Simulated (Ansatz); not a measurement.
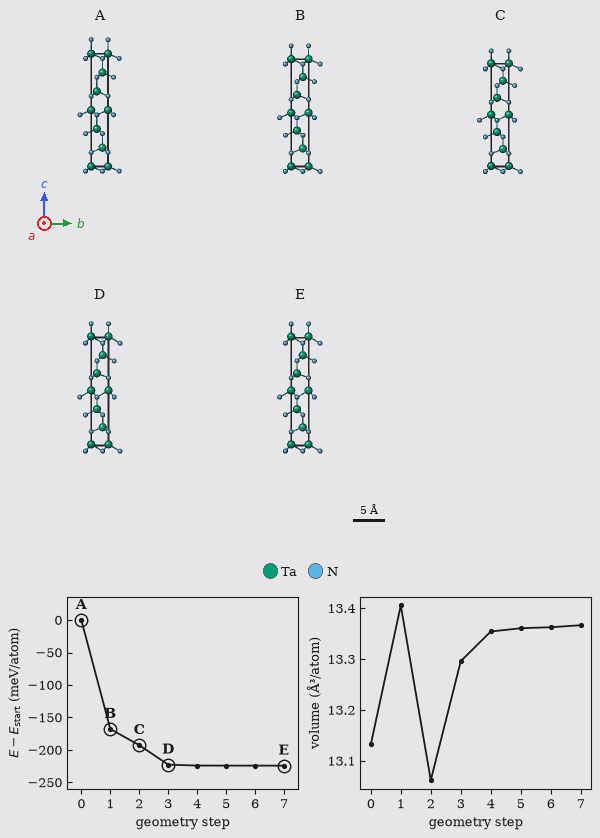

Frames of a relaxation of solid TaN (a generated structure, set up in P6_3mc), marked on the history of the run. Style: ball-and-stick. Shown: the cell of the calculation, along the a axis.

Case: stacking ABCACB.

These are results of DFT PBE, scalar-relativistic, plane waves, PAW in Ansatz 0.2.0, not measurements. (plane-wave cutoff 420 eV; k-point mesh 18 × 18 × 3; occupations gaussian; smearing width 0.1 eV; no spin polarisation; cell and atoms relaxed; force threshold 0.01 eV/Å; at most 45 steps)

Q: What happens along the run?

A: The run was cut off at its time limit before the relaxation converged, so the last structure is only a point on the way. The largest moves relative to the cell, 0.18 Å, are those of N atoms. By element the largest moves are N 0.18 Å, Ta 0.17 Å. Cell: a = b 3.152 → 3.252 Å (+3.2 %), c 18.313 → 17.517 Å (−4.3 %). Volume +1.8 %. Near-neighbour distances that change, for instance: N–Ta 2.289 → 1.956 Å, N–Ta 2.289 → 2.044 Å, Ta–Ta 3.554 → 3.350 Å, N–Ta 1.973 → 2.165 Å. Among the angles between lasting bonds that change: Ta–N–Ta 106.0° → 97.3°, N–Ta–N 106.0° → 97.3°, N–Ta–N 112.7° → 119.9°. The space group stays P6_3mc (No. 186). The energy falls by 224 meV per atom in 7 geometry steps. Largest force component: 3.4 eV/Å at the start, 0.051 eV/Å at the end. Pressure: 13.91 GPa at the start and 0.02 GPa at the end. The run took 7.5 min on 1 thread of Intel(R) Xeon(R) Platinum 8488C (Sapphire Rapids), with other jobs on the host, peak memory 0.85 GiB. From step 0 to 1: N atoms move most (0.06 Å), volume +2.1 %, energy −168 meV per atom. From step 1 to 2: Ta atoms move most (0.07 Å), volume −2.6 %, energy −24.9 meV per atom. From step 2 to 3: Ta atoms move most (0.10 Å), volume +1.8 %, energy −30.0 meV per atom. From step 3 to 7: N atoms move most (0.03 Å), volume +0.5 %, energy −1.6 meV per atom.
